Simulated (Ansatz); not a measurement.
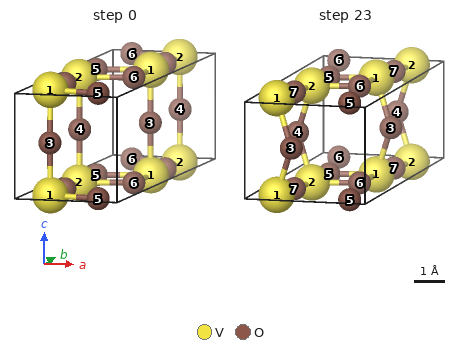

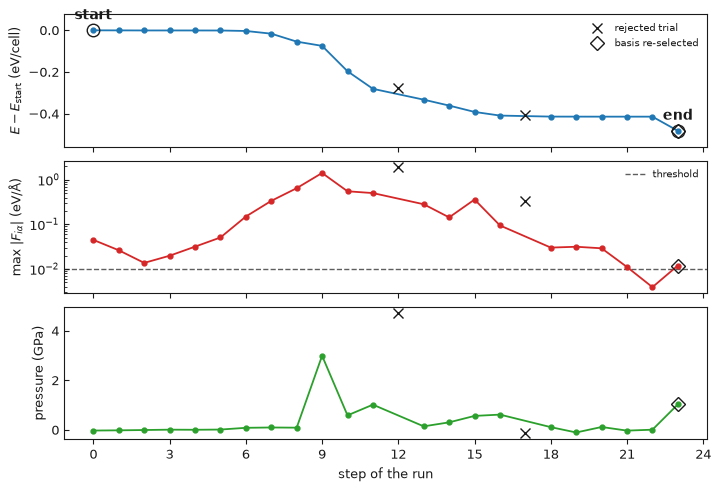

First and last geometry of a relaxation of crystalline V$_{2}$O$_{5}$ (a generated structure, set up in P2/m), with the history of the run. Style: ball-and-stick. Shown: the conventional cell (2 times the calculation's cell), from a free direction. Lengths and directions refer to the drawn axes.

Case: Ta → V on all its sites, cell and atoms relaxed.

The calculation used DFT r2SCAN, scalar-relativistic, plane waves, PAW in Ansatz 0.2.0. (plane-wave cutoff 500 eV; k-point mesh 10 × 10 × 6; occupations gaussian; smearing width 0.01 eV; no spin polarisation; cell and atoms relaxed; force threshold 0.01 eV/Å; at most 60 steps)

### Read the history and describe the run.

The run was cut off at its time limit before the relaxation converged, so the last structure is only a point on the way. Over 20 accepted moves (23 points after the start) the energy falls by 0.482 eV per cell of the calculation. The largest force component goes from 0.045 to 0.012 eV/Å. The pressure goes from −0.02 to 1.03 GPa. The line search rejected the trial steps at points 12, 17 of the run. At 1 point the geometry stayed and the basis and grid were re-selected for the new cell (energy shift of 67.9 meV per cell of the calculation at most each time). The largest moves relative to the cell, 0.38 Å, are those of O3 and O4. O4 goes in a general direction near −a. By element the largest moves are O 0.38 Å, V 0.25 Å. Cell: a 3.612 → 4.323 Å (+19.7 %), b 12.151 → 12.603 Å (+3.7 %), c 3.604 → 3.308 Å (−8.2 %), γ 90.0° → 96.9°. Volume +13.1 %. Some distances before and after: V1–O5 1.857 → 2.789 Å, V1–O5 (another image) 1.856 → 1.615 Å, V1–O6 2.114 → 2.334 Å, V1–V2 3.120 → 3.052 Å. Bonds break, among them: V1–O5 (1.86 → 2.79 Å), V2–O6 (1.86 → 2.79 Å). Bond angles that change, for instance: O4–V2–O4 175.3° → 136.3°, V1–O3–V1 175.3° → 136.3°, O4–V2–O6 89.5° → 107.2°. The space group (tolerance 0.01 Å) goes from Cmmm (No. 65) to P2/m (No. 10). The run took 12 min on 2 threads of Intel(R) Xeon(R) Platinum 8375C CPU @ 2.90GHz (Ice Lake), with other jobs on the host, peak memory 0.99 GiB.

```json
{"step": "0", "E − E(0), meV/atom": "0.00", "largest force component, eV/Å": "0.0449", "pressure, GPa": "-0.02", "volume, Å³/atom": "11.299", "note": ""}
{"step": "1", "E − E(0), meV/atom": "-0.04", "largest force component, eV/Å": "0.0263", "pressure, GPa": "-0.02", "volume, Å³/atom": "11.299", "note": ""}
{"step": "2", "E − E(0), meV/atom": "-0.09", "largest force component, eV/Å": "0.0137", "pressure, GPa": "0.00", "volume, Å³/atom": "11.301", "note": ""}
{"step": "3", "E − E(0), meV/atom": "-0.09", "largest force component, eV/Å": "0.0198", "pressure, GPa": "0.01", "volume, Å³/atom": "11.301", "note": ""}
{"step": "4", "E − E(0), meV/atom": "-0.10", "largest force component, eV/Å": "0.0317", "pressure, GPa": "0.01", "volume, Å³/atom": "11.301", "note": ""}
{"step": "5", "E − E(0), meV/atom": "-0.12", "largest force component, eV/Å": "0.0508", "pressure, GPa": "0.02", "volume, Å³/atom": "11.301", "note": ""}
{"step": "6", "E − E(0), meV/atom": "-0.45", "largest force component, eV/Å": "0.1499", "pressure, GPa": "0.09", "volume, Å³/atom": "11.299", "note": ""}
{"step": "7", "E − E(0), meV/atom": "-2.29", "largest force component, eV/Å": "0.3364", "pressure, GPa": "0.10", "volume, Å³/atom": "11.312", "note": ""}
{"step": "8", "E − E(0), meV/atom": "-7.74", "largest force component, eV/Å": "0.6480", "pressure, GPa": "0.09", "volume, Å³/atom": "11.335", "note": ""}
{"step": "9", "E − E(0), meV/atom": "-10.64", "largest force component, eV/Å": "1.4191", "pressure, GPa": "2.99", "volume, Å³/atom": "11.407", "note": ""}
{"step": "10", "E − E(0), meV/atom": "-28.02", "largest force component, eV/Å": "0.5520", "pressure, GPa": "0.59", "volume, Å³/atom": "11.483", "note": ""}
{"step": "11", "E − E(0), meV/atom": "-40.06", "largest force component, eV/Å": "0.5031", "pressure, GPa": "1.02", "volume, Å³/atom": "11.704", "note": ""}
{"step": "12", "E − E(0), meV/atom": "-39.19", "largest force component, eV/Å": "1.9781", "pressure, GPa": "4.73", "volume, Å³/atom": "12.144", "note": "rejected"}
{"step": "13", "E − E(0), meV/atom": "-47.48", "largest force component, eV/Å": "0.2826", "pressure, GPa": "0.15", "volume, Å³/atom": "12.031", "note": ""}
{"step": "14", "E − E(0), meV/atom": "-51.53", "largest force component, eV/Å": "0.1435", "pressure, GPa": "0.31", "volume, Å³/atom": "12.226", "note": ""}
{"step": "15", "E − E(0), meV/atom": "-55.88", "largest force component, eV/Å": "0.3605", "pressure, GPa": "0.57", "volume, Å³/atom": "12.485", "note": ""}
{"step": "16", "E − E(0), meV/atom": "-58.37", "largest force component, eV/Å": "0.0946", "pressure, GPa": "0.62", "volume, Å³/atom": "12.759", "note": ""}
{"step": "17", "E − E(0), meV/atom": "-58.27", "largest force component, eV/Å": "0.3349", "pressure, GPa": "-0.14", "volume, Å³/atom": "12.905", "note": "rejected"}
{"step": "18", "E − E(0), meV/atom": "-59.07", "largest force component, eV/Å": "0.0302", "pressure, GPa": "0.11", "volume, Å³/atom": "12.776", "note": ""}
{"step": "19", "E − E(0), meV/atom": "-59.09", "largest force component, eV/Å": "0.0315", "pressure, GPa": "-0.10", "volume, Å³/atom": "12.795", "note": ""}
{"step": "20", "E − E(0), meV/atom": "-59.11", "largest force component, eV/Å": "0.0291", "pressure, GPa": "0.12", "volume, Å³/atom": "12.769", "note": ""}
{"step": "21", "E − E(0), meV/atom": "-59.11", "largest force component, eV/Å": "0.0111", "pressure, GPa": "-0.03", "volume, Å³/atom": "12.784", "note": ""}
{"step": "22", "E − E(0), meV/atom": "-59.12", "largest force component, eV/Å": "0.0039", "pressure, GPa": "0.01", "volume, Å³/atom": "12.781", "note": ""}
{"step": "23", "E − E(0), meV/atom": "-68.81", "largest force component, eV/Å": "0.0120", "pressure, GPa": "1.03", "volume, Å³/atom": "12.781", "note": "same geometry, new basis"}
```
